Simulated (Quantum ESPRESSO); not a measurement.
# Relaxation of cell and atoms, with input and output: Ti (part 3 of 3)

Ti (P6₃/mmc, 2 atoms in the cell); Kohn-Sham DFT of a periodic cell, PBEsol with D3, PseudoDojo 0.4.1 SR PBE standard, no spin polarisation (Quantum ESPRESSO 7.5); cutoff 1142.88 eV, 10×10×6 k-mesh, fermi-dirac of 0.05 eV. The structure derives from an entry of the Crystallography Open Database.

Geometry of the input (Å; fractional positions):
```
2.9500  0.0000  0.0000
-1.4750  2.5548  0.0000
0.0000  0.0000  4.6800
Ti 0.6667  0.3333  0.7500
Ti 0.3333  0.6667  0.2500
```

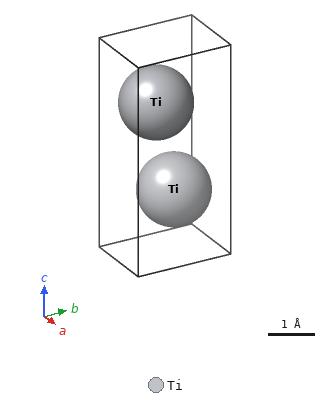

The input geometry (spheres-only view of the cell of the calculation, seen slightly off an axis). An atom can appear more than once, as a periodic image.

## Output, continued
```
   -42.2007 -42.0681 -18.8469 -18.3749 -18.3163 -18.2430 -18.1445 -18.1004
     9.3180  12.2064  13.5623  14.1612  15.0821  15.4674  15.4905  16.1431
    16.4397  16.4975  18.0137

          k =-0.0000 0.2366 0.2165 (  2857 PWs)   bands (ev):

   -42.1729 -42.0963 -18.7476 -18.4547 -18.3086 -18.2131 -18.1766 -18.1308
     9.9201  11.7235  13.4813  14.2729  14.6782  15.2499  15.4634  15.9276
    16.8543  17.0462  17.7954

          k =-0.0000 0.2366-0.3247 (  2848 PWs)   bands (ev):

   -42.1347 -42.1347 -18.6061 -18.6061 -18.2389 -18.2389 -18.1721 -18.1721
    10.8015  10.8015  13.8879  13.8879  14.8527  14.8527  15.6343  15.6343
    17.3796  17.3796  17.7408

          k =-0.0000 0.3550-0.0000 (  2848 PWs)   bands (ev):

   -42.1647 -42.0460 -18.7732 -18.5735 -18.4371 -18.3082 -18.2000 -18.1164
    10.2608  12.5047  13.0081  13.7405  15.1578  15.1771  15.3497  16.8709
    16.9483  17.2009  18.2006

          k =-0.0000 0.3550 0.1082 (  2856 PWs)   bands (ev):

   -42.1568 -42.0540 -18.7828 -18.5362 -18.4701 -18.2956 -18.1947 -18.1294
    10.3998  12.4964  12.9424  13.8148  14.8932  15.2825  15.4542  16.8906
    17.0295  17.0921  18.1133

          k =-0.0000 0.3550 0.2165 (  2860 PWs)   bands (ev):

   -42.1352 -42.0759 -18.7700 -18.6084 -18.3913 -18.2608 -18.2142 -18.1649
    10.7984  12.0613  13.1948  13.9255  14.6688  15.2702  15.5846  16.5453
    17.2377  17.3575  17.8745

          k =-0.0000 0.3550-0.3247 (  2866 PWs)   bands (ev):

   -42.1056 -42.1056 -18.7078 -18.7078 -18.2842 -18.2842 -18.2130 -18.2130
    11.3954  11.3954  13.6614  13.6614  14.8727  14.8727  16.0370  16.0370
    17.5513  17.5513  18.0389

          k =-0.0000 0.4733-0.0000 (  2858 PWs)   bands (ev):

   -42.1221 -42.0416 -18.7218 -18.6596 -18.5701 -18.3506 -18.2724 -18.1395
    11.3431  12.2548  12.4938  13.7054  14.9131  15.1311  15.4808  17.6968
    17.9294  18.0405  18.2732

          k =-0.0000 0.4733 0.1082 (  2863 PWs)   bands (ev):

   -42.1167 -42.0470 -18.7967 -18.6370 -18.5362 -18.3367 -18.2523 -18.1539
    11.3042  12.1940  12.7630  13.5807  15.0677  15.2386  15.5045  17.6646
    17.7331  17.9488  18.2057

          k =-0.0000 0.4733 0.2165 (  2861 PWs)   bands (ev):

   -42.1020 -42.0617 -18.8389 -18.7351 -18.4004 -18.2985 -18.2441 -18.1929
    11.3474  11.9712  13.1261  13.6620  15.1516  15.5134  15.6996  16.9833
    17.8264  17.8807  18.0911

          k =-0.0000 0.4733-0.3247 (  2868 PWs)   bands (ev):

   -42.0819 -42.0819 -18.8148 -18.8148 -18.2935 -18.2935 -18.2459 -18.2459
    11.5973  11.5973  13.5225  13.5225  15.4415  15.4415  16.1915  16.1915
    17.9567  17.9567  18.3360

          k = 0.0000-0.5916 0.0000 (  2882 PWs)   bands (ev):

   -42.1027 -42.0430 -18.7784 -18.6199 -18.6011 -18.3664 -18.3151 -18.1485
    11.8994  11.9764  12.3168  13.7646  14.8189  15.0514  15.6563  18.0234
    18.2881  18.2951  19.1550

          k = 0.0000-0.5916 0.1082 (  2854 PWs)   bands (ev):

   -42.0987 -42.0470 -18.8312 -18.6784 -18.5173 -18.3521 -18.2851 -18.1633
    11.5933  12.0144  12.8620  13.4021  14.9859  15.5151  15.5461  17.8661
    18.1192  18.2739  18.8398

          k = 0.0000-0.5916 0.2165 (  2860 PWs)   bands (ev):

   -42.0877 -42.0579 -18.8760 -18.7826 -18.3887 -18.3127 -18.2597 -18.2037
    11.4518  11.9146  13.1952  13.4871  15.3752  15.4692  16.1404  17.0950
    18.1282  18.2349  18.2769

          k = 0.0000-0.5916-0.3247 (  2856 PWs)   bands (ev):

   -42.0728 -42.0728 -18.8589 -18.8589 -18.2933 -18.2933 -18.2585 -18.2585
    11.6073  11.6073  13.4605  13.4605  15.8420  15.8420  16.2117  16.2117
    18.1808  18.1808  18.5210

          k = 0.1025 0.1775-0.0000 (  2848 PWs)   bands (ev):

   -42.2217 -42.0612 -18.9070 -18.3306 -18.2786 -18.1877 -18.1293 -18.0925
     8.8431  12.1132  14.0717  14.2305  15.3415  15.4828  15.8283  15.8935
    15.9342  16.3588  17.9955

          k = 0.1025 0.1775 0.1082 (  2848 PWs)   bands (ev):

   -42.2111 -42.0721 -18.8652 -18.3144 -18.2982 -18.2224 -18.1260 -18.1029
     9.0662  12.0549  13.7828  14.2824  15.1774  15.4168  15.5146  15.9972
    16.3095  16.4788  17.9619

          k = 0.1025 0.1775 0.2165 (  2855 PWs)   bands (ev):

   -42.1820 -42.1017 -18.7494 -18.4185 -18.2712 -18.2167 -18.1492 -18.1308
     9.6993  11.5681  13.6174  14.3908  14.7091  15.2374  15.4229  15.7638
    16.8369  17.0068  17.7771

          k = 0.1025 0.1775-0.3247 (  2856 PWs)   bands (ev):

   -42.1420 -42.1420 -18.5872 -18.5872 -18.2190 -18.2190 -18.1633 -18.1633
    10.6222  10.6222  13.9810  13.9810  14.8719  14.8719  15.5220  15.5220
    17.3727  17.3727  17.6793

          k = 0.1025 0.2958-0.0000 (  2860 PWs)   bands (ev):

   -42.1812 -42.0495 -18.8136 -18.4814 -18.4081 -18.2680 -18.1770 -18.1290
     9.8524  12.6061  13.3022  13.6830  15.0676  15.1339  15.6501  16.3847
    16.6251  17.1140  18.1028

          k = 0.1025 0.2958 0.1082 (  2862 PWs)   bands (ev):

   -42.1725 -42.0584 -18.7992 -18.4673 -18.4205 -18.2838 -18.1690 -18.1385
    10.0293  12.6148  13.1207  13.7674  14.8866  15.2702  15.5058  16.3990
    16.8107  17.0578  18.0515

          k = 0.1025 0.2958 0.2165 (  2863 PWs)   bands (ev):

   -42.1485 -42.0827 -18.7490 -18.5474 -18.3573 -18.2754 -18.1880 -18.1636
    10.5319  12.0974  13.2790  13.9522  14.5739  15.0801  15.5818  16.2492
    17.1549  17.2674  17.8568

          k = 0.1025 0.2958-0.3247 (  2854 PWs)   bands (ev):

   -42.1157 -42.1157 -18.6596 -18.6596 -18.2814 -18.2814 -18.2000 -18.2000
    11.2745  11.2745  13.7493  13.7493  14.6539  14.6539  15.9062  15.9062
    17.5277  17.5277  17.9542

          k = 0.1025 0.4141-0.0000 (  2857 PWs)   bands (ev):

   -42.1362 -42.0420 -18.6994 -18.6461 -18.5239 -18.3454 -18.2453 -18.1623
    11.0279  12.5554  12.7080  13.5338  14.8114  15.3102  15.3154  17.0823
    17.4947  18.0290  18.1786

          k = 0.1025 0.4141 0.1082 (  2860 PWs)   bands (ev):

   -42.1300 -42.0484 -18.7625 -18.6024 -18.5124 -18.3450 -18.2289 -18.1705
    11.0948  12.5031  12.7938  13.6142  14.7821  15.2373  15.3918  17.0290
    17.6064  17.6881  18.2818

          k = 0.1025 0.4141 0.2165 (  2860 PWs)   bands (ev):

   -42.1128 -42.0657 -18.7926 -18.6812 -18.4055 -18.3157 -18.2383 -18.1867
    11.3146  12.1571  13.1669  13.8173  14.6486  15.0866  15.6364  16.7102
    17.5152  17.8769  18.2178

          k = 0.1025 0.4141-0.3247 (  2848 PWs)   bands (ev):

   -42.0892 -42.0892 -18.7609 -18.7609 -18.3224 -18.3224 -18.2262 -18.2262
    11.6946  11.6946  13.6483  13.6483  14.7793  14.7793  16.1172  16.1172
    17.9493  17.9493  18.3320

          k = 0.1025 0.5325-0.0000 (  2870 PWs)   bands (ev):

   -42.1029 -42.0428 -18.7481 -18.6024 -18.5950 -18.3909 -18.3138 -18.1827
    11.8800  12.2578  12.3905  13.6039  14.7346  15.0420  15.6428  17.8580
    18.0250  18.2127  18.9959

          k = 0.1025 0.5325 0.1082 (  2871 PWs)   bands (ev):

   -42.0989 -42.0468 -18.8020 -18.6576 -18.5210 -18.3720 -18.2870 -18.1913
    11.6915  12.2313  12.8405  13.4174  14.7793  15.2655  15.6257  17.7046
    17.9286  18.1202  18.9069

          k = 0.1025 0.5325 0.2165 (  2863 PWs)   bands (ev):

   -42.0879 -42.0578 -18.8476 -18.7588 -18.4206 -18.3150 -18.2818 -18.2031
    11.6055  12.1002  13.1906  13.6406  14.7219  15.4624  15.8656  17.0079
    17.8405  18.2767  18.6718

          k = 0.1025 0.5325-0.3247 (  2870 PWs)   bands (ev):

   -42.0728 -42.0728 -18.8324 -18.8324 -18.3451 -18.3451 -18.2351 -18.2351
    11.7803  11.7803  13.5706  13.5706  15.0950  15.0950  16.3777  16.3777
    18.0155  18.0155  18.9992

          k = 0.2049 0.3550-0.0000 (  2858 PWs)   bands (ev):

   -42.1414 -42.0424 -18.7136 -18.5664 -18.5455 -18.3261 -18.2360 -18.2009
    10.9312  12.8393  12.9636  13.1841  14.6786  15.2384  15.4310  16.6974
    17.4710  18.0414  18.0931

          k = 0.2049 0.3550 0.1082 (  2859 PWs)   bands (ev):

   -42.1348 -42.0491 -18.7449 -18.5867 -18.4794 -18.3624 -18.2132 -18.2013
    11.0419  12.6880  13.1118  13.2767  14.6764  15.2253  15.2763  16.6907
    17.6196  17.6316  18.3178

          k = 0.2049 0.3550 0.2165 (  2856 PWs)   bands (ev):

   -42.1168 -42.0673 -18.7625 -18.6538 -18.3760 -18.3707 -18.2379 -18.1859
    11.3565  12.3167  13.4330  13.5417  14.5325  14.7887  15.4857  16.5283
    17.4646  17.9259  18.3459

          k = 0.2049 0.3550-0.3247 (  2844 PWs)   bands (ev):

   -42.0920 -42.0920 -18.7277 -18.7277 -18.3462 -18.3462 -18.2192 -18.2192
    11.8186  11.8186  13.7377  13.7377  14.3951  14.3951  15.9697  15.9697
    18.0788  18.0788  18.3389

          k = 0.2049 0.4733-0.0000 (  2868 PWs)   bands (ev):

   -42.1033 -42.0425 -18.6759 -18.6045 -18.5734 -18.4148 -18.3116 -18.2581
    11.9847  12.5267  12.7322  13.2218  14.5389  15.0738  15.6023  17.2244
    18.0232  18.0802  19.0365

          k = 0.2049 0.4733 0.1082 (  2873 PWs)   bands (ev):

   -42.0992 -42.0465 -18.7316 -18.6523 -18.4955 -18.4258 -18.2879 -18.2432
    11.9561  12.5342  12.8552  13.3541  14.5734  14.9043  15.6003  17.1911
    17.6986  18.1503  19.1535

          k = 0.2049 0.4733 0.2165 (  2859 PWs)   bands (ev):

   -42.0881 -42.0576 -18.7852 -18.7226 -18.4643 -18.3750 -18.2804 -18.2051
    11.9889  12.3896  13.2244  13.7573  14.3728  14.6303  15.7154  16.7309
    17.5821  18.3068  19.2659

          k = 0.2049 0.4733-0.3247 (  2860 PWs)   bands (ev):

   -42.0728 -42.0728 -18.7804 -18.7804 -18.4140 -18.4140 -18.2210 -18.2210
    12.1559  12.1559  13.7448  13.7448  14.3264  14.3264  16.0809  16.0809
    18.0604  18.0604  19.5054

          k = 0.2049 0.5916-0.0000 (  2878 PWs)   bands (ev):

   -42.0841 -42.0470 -18.7173 -18.5640 -18.5405 -18.4703 -18.3627 -18.2784
    12.4166  12.4485  12.5527  13.3183  14.5780  14.8458  15.8159  17.7061
    18.0143  18.0744  19.8098

          k = 0.2049 0.5916 0.1082 (  2873 PWs)   bands (ev):

   -42.0816 -42.0495 -18.7547 -18.6331 -18.5446 -18.3926 -18.3435 -18.2624
    12.1361  12.6192  12.9471  13.2106  14.5136  14.8510  15.8270  17.6298
    17.7041  18.1010  19.8873

          k = 0.2049 0.5916 0.2165 (  2865 PWs)   bands (ev):

   -42.0748 -42.0562 -18.8022 -18.7361 -18.5061 -18.3788 -18.2855 -18.2174
    12.0814  12.5392  13.2801  13.6205  14.2206  14.7459  15.9721  16.8621
    17.7480  18.1193  20.0138

          k = 0.2049 0.5916-0.3247 (  2854 PWs)   bands (ev):

   -42.0655 -42.0655 -18.7994 -18.7994 -18.4429 -18.4429 -18.2197 -18.2197
    12.2504  12.2504  13.7298  13.7298  14.3105  14.3105  16.2960  16.2960
    17.9244  17.9244  20.2811

          k = 0.3074 0.5325-0.0000 (  2884 PWs)   bands (ev):

   -42.0744 -42.0512 -18.6742 -18.5559 -18.5049 -18.4929 -18.3935 -18.3512
    12.4570  12.7017  12.9215  12.9939  14.5063  14.7456  15.9194  17.5158
    17.9618  18.0073  20.1390

          k = 0.3074 0.5325 0.1082 (  2877 PWs)   bands (ev):

   -42.0728 -42.0527 -18.6740 -18.6595 -18.5652 -18.4075 -18.3536 -18.3102
    12.5027  12.7316  12.9624  13.1217  14.4928  14.5686  15.8888  17.4884
    17.6217  18.0171  20.3496

          k = 0.3074 0.5325 0.2165 (  2874 PWs)   bands (ev):

   -42.0685 -42.0569 -18.7430 -18.7237 -18.5653 -18.4342 -18.2682 -18.2306
    12.6054  12.7357  13.1666  13.4236  14.2089  14.3864  15.8925  16.7543
    17.6777  18.0308  20.6850

          k = 0.3074 0.5325-0.3247 (  2860 PWs)   bands (ev):

   -42.0627 -42.0627 -18.7644 -18.7644 -18.5025 -18.5025 -18.2144 -18.2144
    12.6931  12.6931  13.4666  13.4666  14.1493  14.1493  16.1435  16.1435
    17.8777  17.8777  21.0672

     the Fermi energy is    14.3410 ev

!    total energy              =    -237.10421196 Ry
     estimated scf accuracy    <          6.0E-13 Ry
     smearing contrib. (-TS)   =      -0.00136189 Ry
     internal energy E=F+TS    =    -237.10285007 Ry

     The total energy is F=E-TS. E is the sum of the following terms:
     one-electron contribution =     -75.37224806 Ry
     hartree contribution      =      46.47147777 Ry
     xc contribution           =     -34.58183696 Ry
     ewald contribution        =    -173.57246542 Ry
     DFT-D3 Dispersion         =      -0.04777740 Ry

     convergence has been achieved in  13 iterations

     Forces acting on atoms (cartesian axes, Ry/au):

     atom    1 type  1   force =    -0.00000000    0.00000000   -0.00000000
     atom    2 type  1   force =     0.00000000   -0.00000000    0.00000000

     Total force =     0.000000     Total SCF correction =     0.000000

     Computing stress (Cartesian axis) and pressure

          total   stress  (Ry/bohr**3)                   (kbar)     P=       -0.09
  -0.00000066  -0.00000000  -0.00000000           -0.10       -0.00       -0.00
  -0.00000000  -0.00000066   0.00000000           -0.00       -0.10        0.00
   0.00000000  -0.00000000  -0.00000057            0.00       -0.00       -0.08

=------------------------------------------------------------------------------=
   JOB DONE.
=------------------------------------------------------------------------------=
```

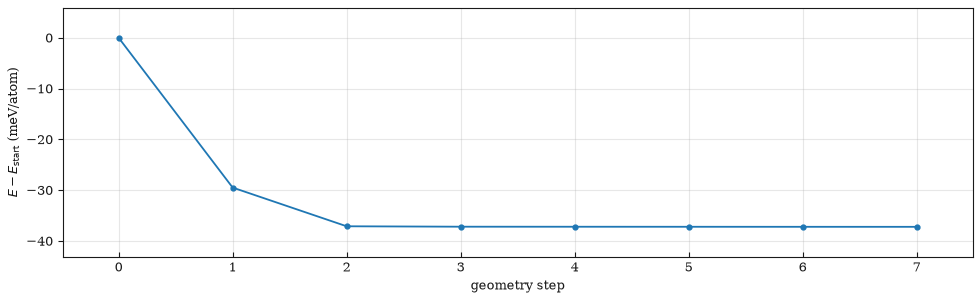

Progress of the relaxation, step by step (steps are counted from 0).

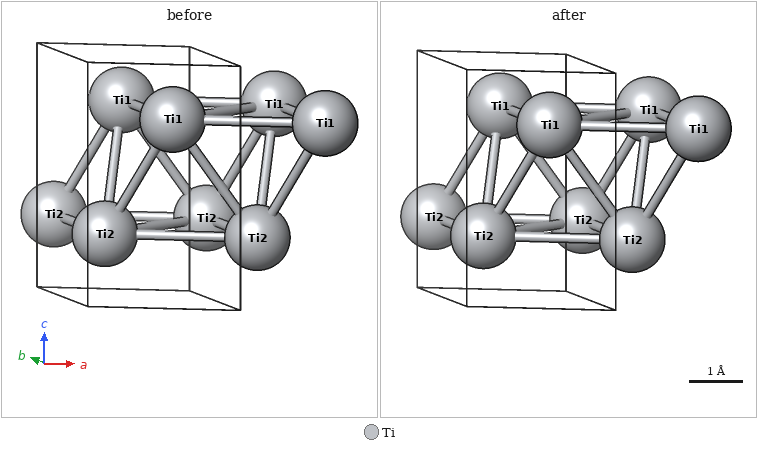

Before (left) and after (right) the relaxation, at one scale (ball-and-stick view of the cell of the calculation, repeated 2 × 2 × 1, seen slightly off an axis). The atoms keep their places relative to the cell (all moves are under 0.005 Å). The volume changes by −7.6 %, with a = b 2.950 → 2.879 Å (−2.4 %), c 4.680 → 4.542 Å (−2.9 %). Among the contacts that change: Ti1–Ti2 2.894 → 2.814 Å, Ti1–Ti1 2.950 → 2.879 Å. The space group stays P6_3/mmc (No. 194). After 7 geometry steps the energy has fallen by 37.2 meV per atom. All forces vanish by symmetry, so only the cell relaxes. (Atoms are counted from 1 in the order of the input.)

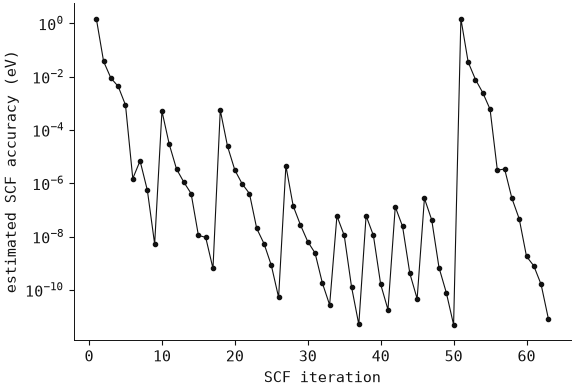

Convergence of the self-consistent field: estimated SCF accuracy against the iteration. The field takes 63 iterations in all.

## Key numbers

```csv
quantity,value
outcome,converged
space group (tolerance 0.01 Å),P6₃/mmc (194)
electrons treated,24
free energy,−3225.9671 eV
Fermi energy,14.341 eV
gap on the k-point mesh,none (metallic)
pressure,−0.01 GPa
final volume,32.60 Å³
largest force (length of the vector) at the end,under 0.001 eV/Å
final cell,"a = 2.879 Å, b = 2.879 Å, c = 4.542 Å, α = 90.00°, β = 90.00°, γ = 120.00°"
wall time,6 min
peak memory,0.1 GiB
```

## Remarks

Further notes kept with the run: potentials made for another functional. Points of doubt noted for this run: potentials made for another functional.
